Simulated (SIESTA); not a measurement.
System: MoS₂ (space group P-3m1).

Method: DFT in numerical atomic orbitals with pseudopotentials, no spin polarisation; energies at scaled volumes of the given cell, shape and fractions fixed, counted from the fit's minimum, third-order Birch-Murnaghan fit (SIESTA 5.4.2). All runs: no spin polarisation.

- k mesh: 10×10×2
- occupations: Fermi–Dirac
- smearing width: 0.05 eV
- potentials: PseudoDojo 0.4 standard, converted to PSML, two zetas on semicore shells

Describe the result: the pressure against volume, with one curve for each functional. The cases: PBEsol; LDA.

The fitted equilibrium volumes, smallest first, are LDA 31.143, PBEsol 31.662 Å³/atom. The fitted bulk moduli, smallest first, are PBEsol 87.1, LDA 91.1 GPa. For PBEsol, the pressure falls from 5.96 GPa at volume 29.82 Å³/atom to −4.59 GPa at 33.62 Å³/atom, and changes sign near 31.67 Å³/atom. For LDA, the pressure falls from 4.36 GPa at volume 29.82 Å³/atom to −5.91 GPa at 33.62 Å³/atom, and changes sign near 31.14 Å³/atom.

PBEsol:
| volume (Å³/atom) | pressure (GPa) |
| --- | --- |
| 29.82 | 5.96 |
| 30.45 | 3.70 |
| 31.09 | 1.67 |
| 31.72 | −0.16 |
| 32.36 | −1.80 |
| 32.99 | −3.26 |
| 33.62 | −4.59 |

LDA:
| volume (Å³/atom) | pressure (GPa) |
| --- | --- |
| 29.82 | 4.36 |
| 30.45 | 2.15 |
| 31.09 | 0.16 |
| 31.72 | −1.61 |
| 32.36 | −3.20 |
| 32.99 | −4.63 |
| 33.62 | −5.91 |

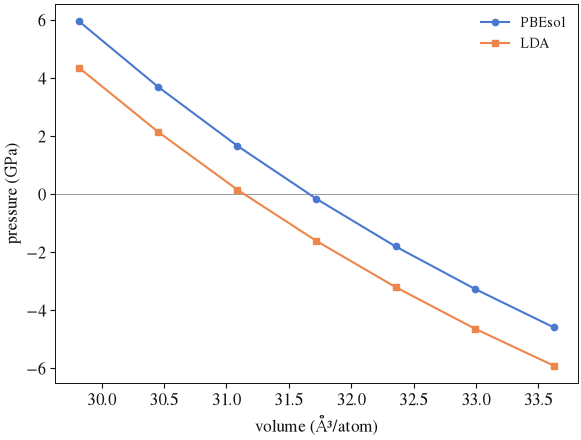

Keep in mind: mulliken charges of long orbitals; shape and atomic fractions are frozen while scaling, which makes layered, chain and framework solids too stiff.
